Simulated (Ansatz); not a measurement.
# Si2Ni(110) (Fm-3m bulk, 6 atomic planes (those closer than 0.6 Å count as one), 10 Å, Si2Ni-terminated): simulated STM

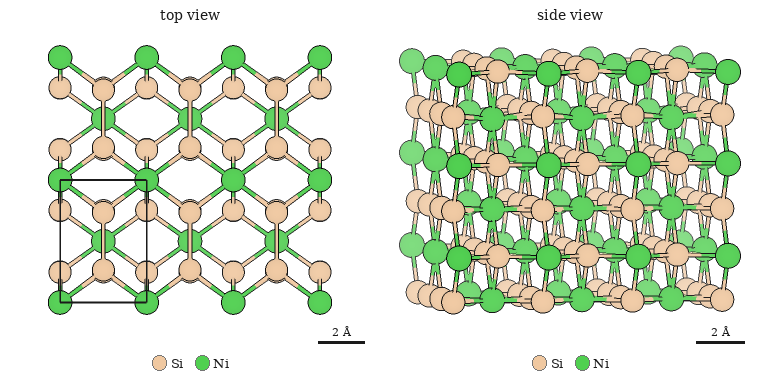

The relaxed structure from above and from the side.

All numbers here come from DFT PBE, scalar-relativistic, plane waves, PAW in Ansatz. Cutoff 420 eV, 15 × 11 k-points, Gaussian smearing 0.1 eV, dipole correction. The slab is a cut without reconstruction beyond its cell, at the source's lattice constants, with its lower half held fixed and the rest relaxed. No spin polarisation (the relaxation was started with spin and lost its moment; a magnetic state may still lie lower). The run warns that the functional's potential is rough in the thin density of the vacuum, where the tip is; weak contrasts and barriers may feel it.

The STM signal is simulated in the Tersoff–Hamann approximation. Bias windows are sharp sums over the levels of the k mesh.

```cif
data_structure
_symmetry_space_group_name_H-M 'P 1'
_symmetry_Int_Tables_number 1
_cell_length_a 3.8148
_cell_length_b 5.3950
_cell_length_c 26.5371
_cell_angle_alpha 90.000
_cell_angle_beta 90.000
_cell_angle_gamma 90.000
_cell_volume 546.16
loop_
_atom_site_label
_atom_site_type_symbol
_atom_site_fract_x
_atom_site_fract_y
_atom_site_fract_z
_atom_site_occupancy
Si1 Si 0.00000 0.75000 0.32031 1
Si2 Si 0.00000 0.25000 0.32031 1
Ni1 Ni 0.50000 0.50000 0.32031 1
Si3 Si 0.50000 0.25000 0.39218 1
Si4 Si 0.50000 0.75000 0.39218 1
Ni2 Ni 0.00000 0.00000 0.39218 1
Si5 Si 0.00000 0.75000 0.46406 1
Si6 Si 0.00000 0.25000 0.46406 1
Ni3 Ni 0.50000 0.50000 0.46406 1
Si7 Si 0.50000 0.25067 0.53652 1
Si8 Si 0.50000 0.74933 0.53652 1
Ni4 Ni 0.00000 0.00000 0.53807 1
Si9 Si 0.00000 0.75347 0.61264 1
Si10 Si 0.00000 0.24653 0.61264 1
Ni5 Ni 0.50000 0.50000 0.60643 1
Si11 Si 0.50000 0.26556 0.68375 1
Si12 Si 0.50000 0.73444 0.68375 1
Ni6 Ni 0.00000 0.00000 0.68249 1
```

Part 1: One image

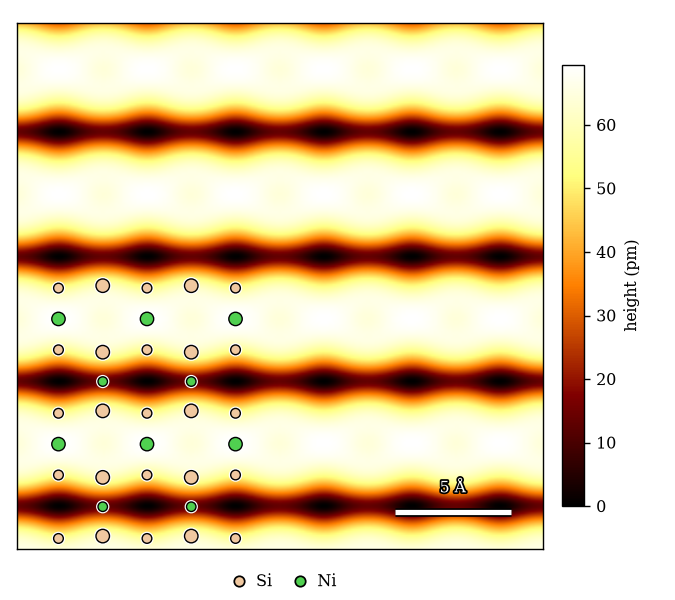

Constant-current image at a set point of 2.1 × 10⁻⁶ e/Å³ of this surface, sample bias −0.50 V. The atoms seen from above are drawn over one corner (deeper ones smaller).

> Which atoms or sites appear bright, which dark, and how strong is the contrast?

The brightest spots lie over the top Ni atoms; the darkest points are over bridge points between Si atoms. The corrugation is 69 pm at a mean tip height of 4.0 Å.

Part 2: Approach curves

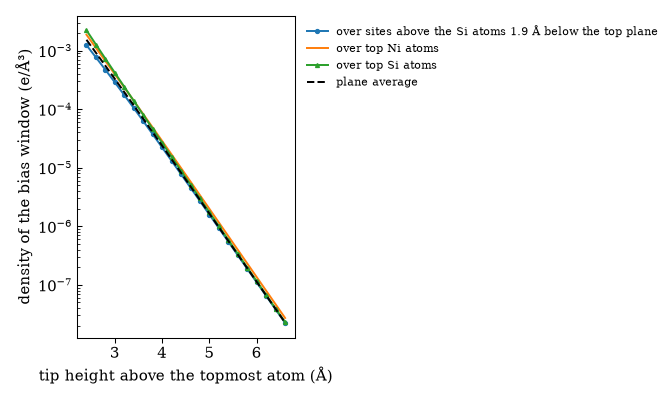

Approach curves over this surface at a sample bias of −2.00 V.

> Estimate the decay constant and the apparent barrier, and compare with the vacuum level, which the run puts 4.56 eV above zero bias.

Near 4 Å the plane average falls as exp(−2.65 z/Å), a factor of 14 per ångström, which gives an apparent barrier of 6.7 eV (0.952 eV Å² times the slope squared). The apparent barrier is well above 4.56 eV. At 4 Å the 0.25 eV of states nearest the highest filled state carry 2 % of the density, so deeper states, or ones away from the zone centre, set the barrier.

Part 3: States by depth

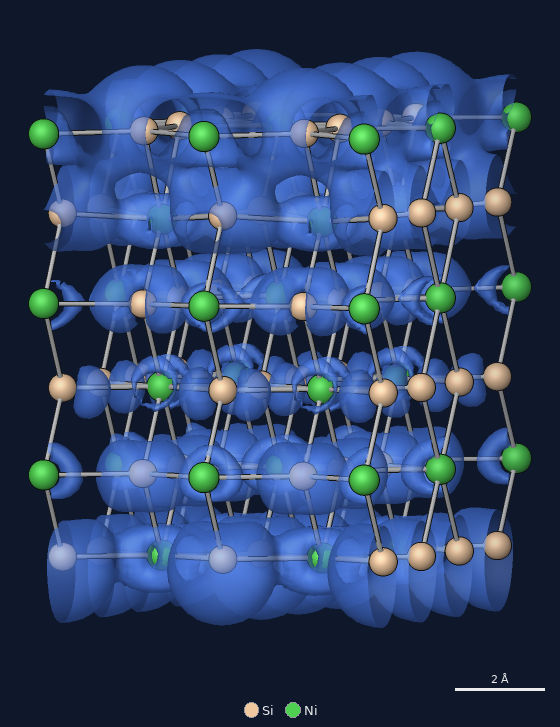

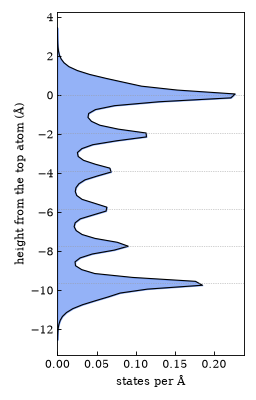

Density of all states between −0.25 and 0.00 eV (zero: the Fermi level) of this surface: blue isosurface at 2.5 × 10⁻³ e/Å³, seen from the side, and the full density summed over planes, the part near the nuclei included (dotted lines mark the atomic planes).

The first picture shows the smooth PAW orbitals' density alone, which lacks about 31 % of these states' charge, near the nuclei; the shares below count all of it.

> Where in the slab do these states sit?

The window holds 0.8 states per cell. Shares by plane (space cut midway between planes), top to bottom: Si2Ni 31 %, Si2Ni 15 %, Si2Ni 10 %, Si2Ni 9 %, Si2Ni 11 %, Si2Ni 24 %; the outer planes' shares include the vacuum, and density in a gap between layers is shared out between the planes on either side. The outer planes of both faces hold more than their share.

Part 4: Bias series

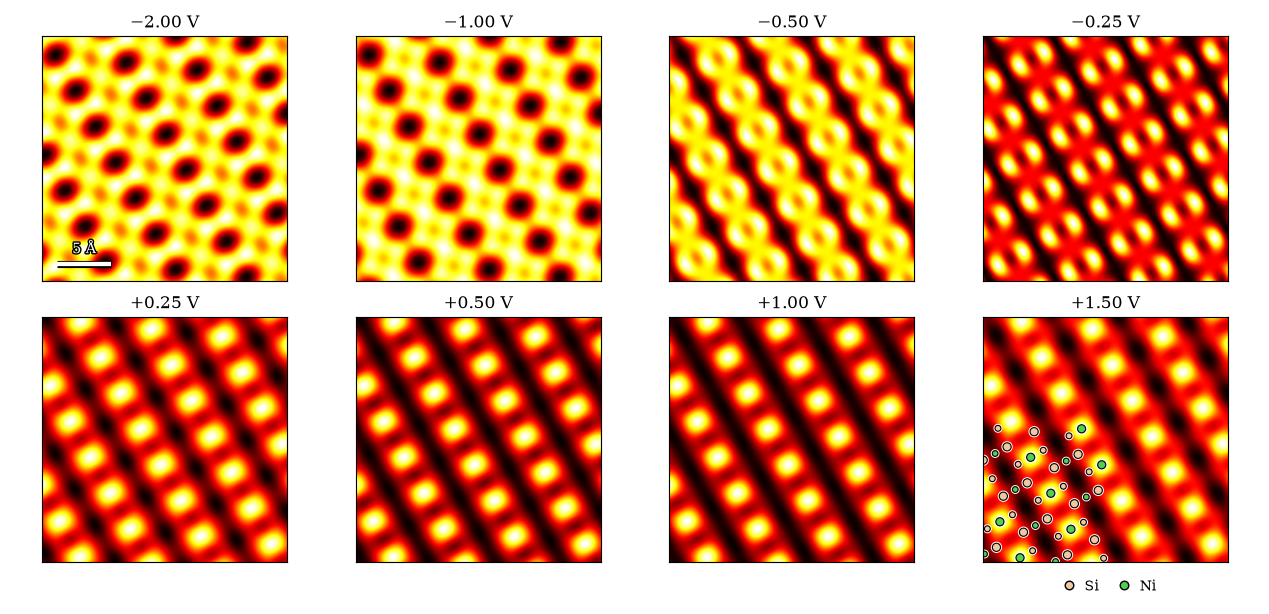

Constant-height images of this surface at 8 sample biases, each on its own colour scale; the last has the atoms seen from above drawn over one corner (deeper ones smaller).

> How do the images change with bias?

```csv
bias,height (Å),bright/dark,brightest over
−2.00 V,3.0,2.7,top Si atoms
−1.00 V,3.0,5.9,top Ni atoms and top Si atoms
−0.50 V,3.0,8.1,top Si atoms
−0.25 V,3.0,27,top Si atoms
+0.25 V,3.0,14,top Ni atoms
+0.50 V,3.0,7,top Ni atoms
+1.00 V,3.0,5.5,top Ni atoms
+1.50 V,3.0,3.9,top Ni atoms
```

The slab has states at the Fermi level, so this model gives a current down to small biases. Its work function (top face) is 4.56 eV.
